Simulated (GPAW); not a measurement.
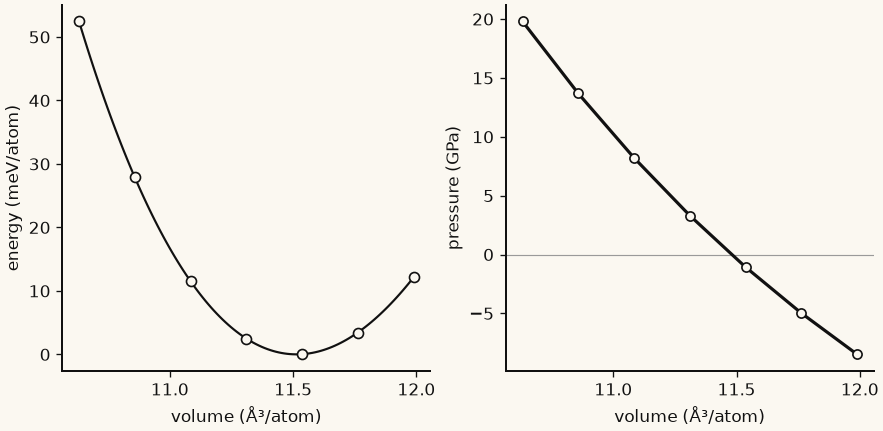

Energy and pressure against volume for GaN, space group P6_3mc (No. 186).

A third-order Birch–Murnaghan fit gives V0 = 11.51 Å³/atom, B0 = 214 GPa and B′ = 4.6. The energy is 52.45 meV/atom at volume 10.63 Å³/atom and 12.15 meV/atom at 11.99 Å³/atom; the lowest computed point is at volume 11.54 Å³/atom (0.05 meV/atom), in a single well. The pressure falls from 19.80 GPa at volume 10.63 Å³/atom to −8.48 GPa at 11.99 Å³/atom, and changes sign near 11.48 Å³/atom.

Method: PAW DFT in plane waves, on a grid or in atomic orbitals, no spin polarisation; energies at scaled volumes of the given cell, shape and fractions fixed, counted from the fit's minimum, third-order Birch-Murnaghan fit (GPAW 26.7.0). Level: LDA.

k mesh 8×8×4; occupations Fermi–Dirac; smearing width 0.05 eV; potentials GPAW PAW data sets (gpaw data 1.2.1); wave cutoff 800 eV; program settings basis pw.

Cell as given: a = 3.180 Å, b = 3.180 Å, c = 5.166 Å, α = 90.00°, β = 90.00°, γ = 120.00°; 4 atoms.

Limits of the calculation: shape and atomic fractions are frozen while scaling, which makes layered, chain and framework solids too stiff.
